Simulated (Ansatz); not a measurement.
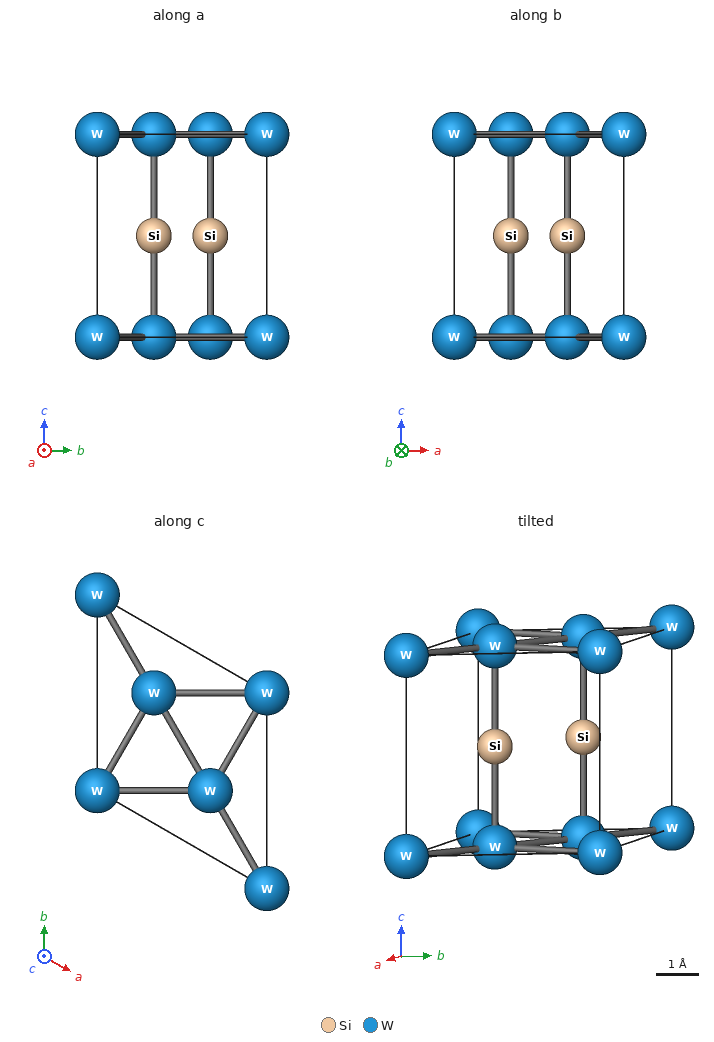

We look at a ball-and-stick model of the crystal along the a axis, along the b axis, along the c axis and slightly off an axis. The conventional unit cell is drawn as a box.

Lattice parameters: a = 4.7308 Å, b = 4.7308 Å, c = 4.9048 Å, α = 90.000°, β = 90.000°, γ = 120.000°.

Turn the picture into a CIF in P1 with every atom of the cell.

```cif
data_structure
_symmetry_space_group_name_H-M 'P 1'
_symmetry_Int_Tables_number 1
_cell_length_a 4.7308
_cell_length_b 4.7308
_cell_length_c 4.9048
_cell_angle_alpha 90.000
_cell_angle_beta 90.000
_cell_angle_gamma 120.000
_cell_volume 95.07
loop_
_atom_site_label
_atom_site_type_symbol
_atom_site_fract_x
_atom_site_fract_y
_atom_site_fract_z
_atom_site_occupancy
Si1 Si 0.3333 0.6667 0.5000 1
Si2 Si 0.6667 0.3333 0.5000 1
W1 W 0.3333 0.6667 0.0000 1
W2 W 0.6667 0.3333 0.0000 1
W3 W 0.0000 0.0000 0.0000 1
```

It goes back to a random cell made by a generator, so it need not be a real form of the compound. Cell shown after relaxation with DFT PBE, scalar-relativistic, plane waves, PAW in Ansatz.
